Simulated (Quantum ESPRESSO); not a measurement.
# Run report: P, band-structure run (part 2 of 3)

Continued. System: P (Cmce, 4 atoms in the cell). Method: Kohn-Sham DFT of a periodic cell, vdW-DF3-opt1, PseudoDojo 0.4.1 SR PBE standard, no spin polarisation (Quantum ESPRESSO 7.5); cutoff 598.65 eV, 8×8×6 k-mesh, fermi-dirac of 0.05 eV. The structure derives from a Materials Project entry.

Geometry of the input (Å; fractional positions):
```
1.6477  -5.4650  0.0000
1.6477  5.4650  0.0000
0.0000  0.0000  4.5436
P  0.9041  0.0959  0.5888
P  0.0959  0.9041  0.4112
P  0.5959  0.4041  0.0888
P  0.4041  0.5959  0.9112
```

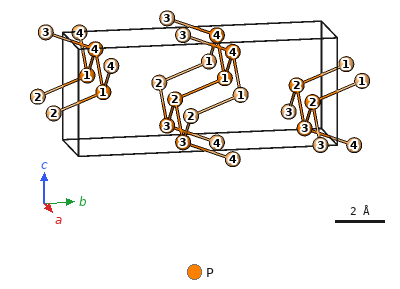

The structure (ball-and-stick view of the cell 2 times as large as that of the calculation, set on its symmetry axes, seen slightly off an axis; neighbours outside the cell are drawn fainter; atoms are numbered from 1 in the order of the input). An atom can appear more than once, as a periodic image.

## What the program printed, continued
```
        k(   76) = (  -0.2165097  -0.4569532  -0.6281355), wk =   0.0208333
        k(   77) = (   0.0000000  -0.3916742   0.0000000), wk =   0.0104167
        k(   78) = (   0.0000000  -0.3916742   0.2093785), wk =   0.0208333
        k(   79) = (   0.0000000  -0.3916742   0.4187570), wk =   0.0208333
        k(   80) = (   0.0000000  -0.3916742  -0.6281355), wk =   0.0104167
        k(   81) = (  -1.7320775   0.0000000   0.0000000), wk =   0.0052083
        k(   82) = (  -1.7320775   0.0000000   0.2093785), wk =   0.0104167
        k(   83) = (  -1.7320775   0.0000000   0.4187570), wk =   0.0104167
        k(   84) = (  -1.7320775   0.0000000  -0.6281355), wk =   0.0052083

     Dense  grid:    21763 G-vectors     FFT dimensions: (  48,  48,  40)

     Initial potential from superposition of free atoms

     starting charge      19.9994, renormalised to      20.0000

     %%%%%%%%%%%%%%%%%%%%%%%%%%%%%%%%%%%%%%%%%%%%%%%%%%%%%%%%%%%%%%%%%%%%%%%%
     %                                                                      %
     % You are using vdW-DF, which was implemented by the Thonhauser group. %
     % Please cite the following two papers that made this development      %
     % possible and the two reviews that describe the various versions:     %
     %                                                                      %
     %   T. Thonhauser et al., PRL 115, 136402 (2015).                      %
     %   T. Thonhauser et al., PRB 76, 125112 (2007).                       %
     %   K. Berland et al., Rep. Prog. Phys. 78, 066501 (2015).             %
     %   D.C. Langreth et al., J. Phys.: Condens. Matter 21, 084203 (2009). %
     %                                                                      %
     % If you are calculating stress with vdW-DF, please also cite:         %
     %                                                                      %
     %   R. Sabatini et al., J. Phys.: Condens. Matter 24, 424209 (2012).   %
     %                                                                      %
     %%%%%%%%%%%%%%%%%%%%%%%%%%%%%%%%%%%%%%%%%%%%%%%%%%%%%%%%%%%%%%%%%%%%%%%%

     %%%%%%%%%%%%%%%%%%%%%%%%%%%%%%%%%%%%%%%%%%%%%%%%%%%%%%%%%%%%%%%%%%%%%%%%
     %                                                                      %
     %  vdW-DF NEWS:                                                        %
     %                                                                      %
     %  * vdW-DF3 is now available. DOI: 10.1021/acs.jctc.0c00471           %
     %    use with input_dft = 'vdW-DF3-opt1' or 'vdW-DF3-opt2'             %
     %                                                                      %
     %  * Unscreened and range-separated hybrid vdW-DF-cx functionals       %
     %    DOI: 10.1063/1.4986522 and 10.1088/1361-648X/ac2ad2               %
     %    use with input_dft = 'vdW-DF-cx0'    and 'vdW-DF-ahcx'            %
     %  * Unscreened and range-separated hybrid vdW-DF2-b86r functionals    %
     %    DOI: 10.1063/1.4986522 and DOI: 10.1103/PhysRevX.12.041003        %
     %    use with input_dft = 'vdW-DF2-br0' and 'vdW-DF2-ahbr'             %
     %                                                                      %
     %%%%%%%%%%%%%%%%%%%%%%%%%%%%%%%%%%%%%%%%%%%%%%%%%%%%%%%%%%%%%%%%%%%%%%%%

     Starting wfcs are   16 randomized atomic wfcs

     Self-consistent Calculation

     iteration #  1     ecut=    44.00 Ry     beta= 0.50
     Davidson diagonalization with overlap
     ethr =  1.00E-02,  avg # of iterations =  4.2

     Threshold (ethr) on eigenvalues was too large:
     Diagonalizing with lowered threshold

     Davidson diagonalization with overlap
     ethr =  2.72E-04,  avg # of iterations =  4.9

     total energy              =     -55.45983814 Ry
     estimated scf accuracy    <       0.05815888 Ry

     iteration #  2     ecut=    44.00 Ry     beta= 0.50
     Davidson diagonalization with overlap
     ethr =  2.91E-04,  avg # of iterations =  1.0

     total energy              =     -55.46018451 Ry
     estimated scf accuracy    <       0.01121482 Ry

     iteration #  3     ecut=    44.00 Ry     beta= 0.50
     Davidson diagonalization with overlap
     ethr =  5.61E-05,  avg # of iterations =  2.5

     total energy              =     -55.46066609 Ry
     estimated scf accuracy    <       0.00023669 Ry

     iteration #  4     ecut=    44.00 Ry     beta= 0.50
     Davidson diagonalization with overlap
     c_bands:  1 eigenvalues not converged
     ethr =  1.18E-06,  avg # of iterations =  7.3

     total energy              =     -55.46074191 Ry
     estimated scf accuracy    <       0.00002839 Ry

     iteration #  5     ecut=    44.00 Ry     beta= 0.50
     Davidson diagonalization with overlap
     ethr =  1.42E-07,  avg # of iterations =  2.0

     total energy              =     -55.46074654 Ry
     estimated scf accuracy    <       0.00000207 Ry

     iteration #  6     ecut=    44.00 Ry     beta= 0.50
     Davidson diagonalization with overlap
     ethr =  1.03E-08,  avg # of iterations =  2.5

     total energy              =     -55.46074703 Ry
     estimated scf accuracy    <       0.00000019 Ry

     iteration #  7     ecut=    44.00 Ry     beta= 0.50
     Davidson diagonalization with overlap
     ethr =  9.63E-10,  avg # of iterations =  2.2

     total energy              =     -55.46074706 Ry
     estimated scf accuracy    <       0.00000002 Ry

     iteration #  8     ecut=    44.00 Ry     beta= 0.50
     Davidson diagonalization with overlap
     ethr =  7.59E-11,  avg # of iterations =  3.3

     total energy              =     -55.46074706 Ry
     estimated scf accuracy    <          5.9E-09 Ry

     iteration #  9     ecut=    44.00 Ry     beta= 0.50
     Davidson diagonalization with overlap
     ethr =  2.94E-11,  avg # of iterations =  2.0

     End of self-consistent calculation

          k = 0.0000 0.0000 0.0000 (  2733 PWs)   bands (ev):

    -9.0542  -6.2981  -3.0263  -0.0041   1.8495   1.8763   2.6969   3.9559
     4.1869   5.5588   7.3333   7.7849   8.6675   9.6009  12.1610  12.9935

          k = 0.0000 0.0000 0.2094 (  2728 PWs)   bands (ev):

    -8.9121  -6.5308  -3.0030  -0.2750   1.5055   2.4287   2.8003   4.1102
     4.6720   4.7805   7.8176   8.4196   8.4405   9.4538  11.4553  12.1946

          k = 0.0000 0.0000 0.4188 (  2730 PWs)   bands (ev):

    -8.5001  -7.1383  -2.7284  -1.1420   1.6508   3.0877   3.3995   3.7355
     3.8661   5.7150   8.0101   8.1596   9.3499   9.9004  10.4158  11.7936

          k = 0.0000 0.0000-0.6281 (  2758 PWs)   bands (ev):

    -7.8694  -7.8694  -2.0733  -2.0733   2.3595   2.3595   3.4850   3.4850
     5.1191   5.1191   8.1979   8.1979   9.6591   9.6591  11.3398  11.3398

          k = 0.2165 0.0653 0.0000 (  2736 PWs)   bands (ev):

    -8.8621  -6.1158  -3.1116   0.1656   1.4613   1.7893   2.0227   3.4700
     4.0483   5.6649   7.5293   8.7246   9.1844  10.0005  11.1600  11.4324

          k = 0.2165 0.0653 0.2094 (  2737 PWs)   bands (ev):

    -8.7211  -6.3521  -3.0461  -0.1834   1.4135   1.6198   2.8165   3.1335
     4.7397   4.8285   8.3645   8.7255   9.2476   9.8867  10.4160  11.8044

          k = 0.2165 0.0653 0.4188 (  2724 PWs)   bands (ev):

    -8.3124  -6.9606  -2.7140  -1.0977   1.7229   1.8520   2.7231   3.5901
     4.1180   5.3151   8.9848   9.1479   9.4573   9.7642  10.1280  11.7936

          k = 0.2165 0.0653-0.6281 (  2728 PWs)   bands (ev):

    -7.6870  -7.6870  -2.0340  -2.0340   2.2134   2.2134   2.5625   2.5625
     5.1277   5.1277   8.8477   8.8477   9.9899   9.9899  11.1629  11.1629

          k = 0.4330 0.1306 0.0000 (  2728 PWs)   bands (ev):

    -8.2923  -5.5695  -3.6178  -0.0321   0.6362   0.7650   2.4241   3.2171
     4.1835   5.5893   7.3526   8.2251   9.2620   9.5500  10.6752  11.7607

          k = 0.4330 0.1306 0.2094 (  2726 PWs)   bands (ev):

    -8.1554  -5.8302  -3.4207  -0.4672   0.5030   0.9375   2.6644   3.1448
     4.3025   5.0720   7.8320   8.5422   8.9146   9.9568  11.5365  11.8819

          k = 0.4330 0.1306 0.4188 (  2731 PWs)   bands (ev):

    -7.7594  -6.4477  -2.9041  -1.2817   0.4211   1.0776   2.4166   3.6919
     4.2792   4.4467   8.2330   9.0939   9.6835  10.8627  11.4592  12.3351

          k = 0.4330 0.1306-0.6281 (  2716 PWs)   bands (ev):

    -7.1545  -7.1545  -2.1574  -2.1574   0.7121   0.7121   2.9526   2.9526
     4.4288   4.4288   9.0385   9.0385  10.4356  10.4356  12.0234  12.0234

          k = 0.6495 0.1958 0.0000 (  2719 PWs)   bands (ev):

    -7.3682  -4.7720  -4.6618  -1.8212   0.7118   1.1927   2.9362   3.4430
     4.0166   4.9344   7.1585   7.8991   8.1371   9.1596   9.4753  10.8660

          k = 0.6495 0.1958 0.2094 (  2715 PWs)   bands (ev):

    -7.2427  -5.1970  -4.2344  -1.9682   0.4215   1.2094   2.8191   3.1849
     3.9513   5.0412   7.6713   7.9739   8.5033   9.0203  10.6745  10.7648

          k = 0.6495 0.1958 0.4188 (  2718 PWs)   bands (ev):

    -6.8840  -5.7492  -3.6751  -2.4059   0.2274   1.0094   2.2054   2.9783
     4.0570   5.0054   8.1127   8.7653   9.4042   9.8411  10.9274  12.2749

          k = 0.6495 0.1958-0.6281 (  2702 PWs)   bands (ev):

    -6.3509  -6.3509  -3.0318  -3.0318   0.4922   0.4922   2.4197   2.4197
     4.5133   4.5133   9.1133   9.1133   9.6706   9.6706  12.4291  12.4292

          k =-0.8660-0.2611 0.0000 (  2716 PWs)   bands (ev):

    -6.1464  -6.1464  -3.4021  -3.4021   1.1805   1.1805   3.3946   3.3946
     4.1397   4.1397   7.4044   7.4044   8.2077   8.2077  10.0716  10.0716

          k =-0.8660-0.2611 0.2094 (  2716 PWs)   bands (ev):

    -6.0643  -6.0643  -3.4732  -3.4732   1.0191   1.0191   2.8539   2.8539
     4.5510   4.5510   7.4844   7.4844   9.0851   9.0851   9.9224   9.9224

          k =-0.8660-0.2611 0.4188 (  2718 PWs)   bands (ev):

    -5.8742  -5.8742  -3.6614  -3.6614   0.9159   0.9159   2.0296   2.0296
     4.8620   4.8620   8.3719   8.3719   9.2703   9.2703  11.1233  11.1233

          k =-0.8660-0.2611-0.6281 (  2700 PWs)   bands (ev):

    -5.7602  -5.7602  -3.7844  -3.7844   1.1021   1.1021   1.4691   1.4691
     4.9706   4.9706   8.3989   8.3989  10.1860  10.1860  11.6645  11.6645

          k = 0.4330 0.0000 0.0000 (  2727 PWs)   bands (ev):

    -8.3097  -5.5237  -3.6167  -0.0484   0.5731   0.7606   2.4793   3.3059
     4.0869   5.5195   7.5135   8.0453   9.1591   9.4696  10.6065  11.8929

          k = 0.4330 0.0000 0.2094 (  2729 PWs)   bands (ev):

    -8.1722  -5.8022  -3.4012  -0.4576   0.5382   0.8463   2.7525   3.1147
     4.2422   4.9327   8.0186   8.3593   8.9242   9.8653  11.7000  11.8344

          k = 0.4330 0.0000 0.4188 (  2723 PWs)   bands (ev):

    -7.7736  -6.4431  -2.8608  -1.2433   0.4732   1.0771   2.3194   3.6092
     4.2393   4.2956   8.1682   9.2410   9.7749  10.9104  11.6178  12.3814

          k = 0.4330 0.0000-0.6281 (  2724 PWs)   bands (ev):

    -7.1628  -7.1628  -2.1067  -2.1067   0.7664   0.7664   2.7904   2.7904
     4.3494   4.3494   9.0279   9.0279  10.6986  10.6986  12.0956  12.0956

          k = 0.6495 0.0653 0.0000 (  2729 PWs)   bands (ev):

    -7.3993  -4.7510  -4.5788  -1.8901   0.7101   1.0998   3.0607   3.5506
     3.8209   5.0361   7.3000   7.6757   8.0205   8.9898   9.3834  11.0849

          k = 0.6495 0.0653 0.2094 (  2714 PWs)   bands (ev):

    -7.2723  -5.1689  -4.1723  -2.0164   0.4823   1.1207   2.9146   3.2182
     3.7605   5.0009   7.6584   8.0616   8.4094   8.8425  10.6356  11.1027

          k = 0.6495 0.0653 0.4188 (  2722 PWs)   bands (ev):

    -6.9086  -5.7442  -3.6225  -2.4103   0.3451   1.0610   2.1716   2.8832
     3.8037   4.7987   8.1375   9.0455   9.4394   9.8418  11.3064  12.2381

          k = 0.6495 0.0653-0.6281 (  2718 PWs)   bands (ev):

    -6.3647  -6.3647  -3.0001  -3.0001   0.6321   0.6321   2.2965   2.2965
     4.2285   4.2285   9.5302   9.5302   9.6493   9.6493  12.3965  12.3965

          k = 0.8660 0.1306 0.0000 (  2701 PWs)   bands (ev):

    -6.1832  -6.1076  -3.5052  -3.2982   1.1444   1.2124   3.3754   3.4199
     3.9355   4.3581   7.2990   7.4584   8.1629   8.3324   9.9203  10.1204

          k = 0.8660 0.1306 0.2094 (  2707 PWs)   bands (ev):

    -6.0979  -6.0290  -3.5564  -3.3904   0.9570   1.0907   2.7921   2.8832
     4.3662   4.8091   7.2573   7.6156   9.0131   9.1192   9.9176  10.0832

          k = 0.8660 0.1306 0.4188 (  2714 PWs)   bands (ev):

    -5.8965  -5.8511  -3.7001  -3.6231   0.8011   1.0470   1.8921   2.1716
     4.6453   5.0495   8.1466   8.6239   9.0677   9.5642  10.9599  11.3787

          k = 0.8660 0.1306-0.6281 (  2722 PWs)   bands (ev):

    -5.7603  -5.7603  -3.7840  -3.7840   1.0446   1.0446   1.5452   1.5452
     4.9111   4.9111   8.5368   8.5368  10.1836  10.1836  11.4275  11.4275

          k =-0.6495-0.3264 0.0000 (  2709 PWs)   bands (ev):

    -7.3218  -4.8008  -4.7789  -1.7209   0.7104   1.3369   2.7622   3.2906
     4.2814   4.8329   7.1441   8.1088   8.2122   9.1522   9.5482  10.9562

          k =-0.6495-0.3264 0.2094 (  2716 PWs)   bands (ev):

    -7.1986  -5.2399  -4.3185  -1.8990   0.3602   1.2933   2.7156   3.1260
     4.2949   5.0367   7.5662   8.0197   8.7624   8.9889  10.4974  10.7574

          k =-0.6495-0.3264 0.4188 (  2721 PWs)   bands (ev):

    -6.8477  -5.7577  -3.7480  -2.4001   0.0935   0.9001   2.3042   3.0955
     4.4917   5.2106   7.8529   8.8294   9.3086   9.6808  10.6176  11.9737

          k =-0.6495-0.3264-0.6281 (  2714 PWs)   bands (ev):

    -6.3310  -6.3310  -3.0766  -3.0766   0.3215   0.3215   2.5975   2.5975
     4.9105   4.9105   8.6640   8.6640   9.6992   9.6992  11.8459  11.8459

          k =-0.4330-0.2611 0.0000 (  2714 PWs)   bands (ev):

    -8.2483  -5.6801  -3.6205   0.0142   0.7653   0.8077   2.2482   3.0316
     4.4839   5.7288   7.1692   8.3262   9.5008   9.7421  10.8521  11.5676

          k =-0.4330-0.2611 0.2094 (  2723 PWs)   bands (ev):

    -8.1132  -5.9004  -3.4635  -0.4829   0.4405   1.1059   2.5641   3.1224
     4.5190   5.3631   7.6298   8.6862   8.9107  10.1253  11.1426  11.9301

          k =-0.4330-0.2611 0.4188 (  2732 PWs)   bands (ev):

    -7.7238  -6.4602  -3.0029  -1.3722   0.3170   1.0488   2.7005   3.8031
     4.4768   4.8020   8.3779   8.7810   9.4732  10.5049  11.2376  12.2513

          k =-0.4330-0.2611-0.6281 (  2732 PWs)   bands (ev):

    -7.1341  -7.1341  -2.2760  -2.2760   0.6062   0.6062   3.3122   3.3122
     4.6609   4.6609   9.0028   9.0028   9.9132   9.9132  11.8304  11.8304

          k =-0.2165-0.1958 0.0000 (  2720 PWs)   bands (ev):

    -8.8284  -6.2013  -3.0953   0.2943   1.3629   1.7881   1.9147   3.4203
     4.2287   5.9480   7.5895   8.7137   9.1175  10.0350  11.2448  11.5824

          k =-0.2165-0.1958 0.2094 (  2725 PWs)   bands (ev):

    -8.6888  -6.4087  -3.0781  -0.1973   1.3933   1.6741   2.7641   3.1794
     4.8078   5.1724   8.1763   8.8529   9.1994   9.9182  10.5041  11.6994

          k =-0.2165-0.1958 0.4188 (  2727 PWs)   bands (ev):

    -8.2849  -6.9714  -2.8194  -1.2235   1.6793   2.1297   2.7206   3.9012
     4.1828   5.3636   8.9133   9.1623   9.4275   9.7775   9.9427  11.3120

          k =-0.2165-0.1958-0.6281 (  2736 PWs)   bands (ev):

    -7.6712  -7.6712  -2.1742  -2.1742   2.1620   2.1620   2.9500   2.9500
     5.1460   5.1460   8.9073   8.9073   9.9440   9.9440  10.6168  10.6168

          k = 0.0000-0.1306 0.0000 (  2738 PWs)   bands (ev):

    -9.0362  -6.3445  -3.0145   0.0629   1.7552   1.8287   2.6816   4.0303
     4.2112   5.7365   7.4164   7.7406   8.7111   9.5836  12.2054  12.9941

          k = 0.0000-0.1306 0.2094 (  2728 PWs)   bands (ev):

    -8.8948  -6.5616  -3.0222  -0.2679   1.4848   2.4463   2.7860   4.1295
     4.7977   4.8695   7.8066   8.3957   8.4700   9.4486  11.5010  12.0573

          k = 0.0000-0.1306 0.4188 (  2736 PWs)   bands (ev):

    -8.4853  -7.1442  -2.7921  -1.2150   1.7963   3.0769   3.5707   3.7638
     3.8737   5.7099   8.0117   8.1503   9.3666   9.7276  10.4597  11.5971

          k = 0.0000-0.1306-0.6281 (  2736 PWs)   bands (ev):
```
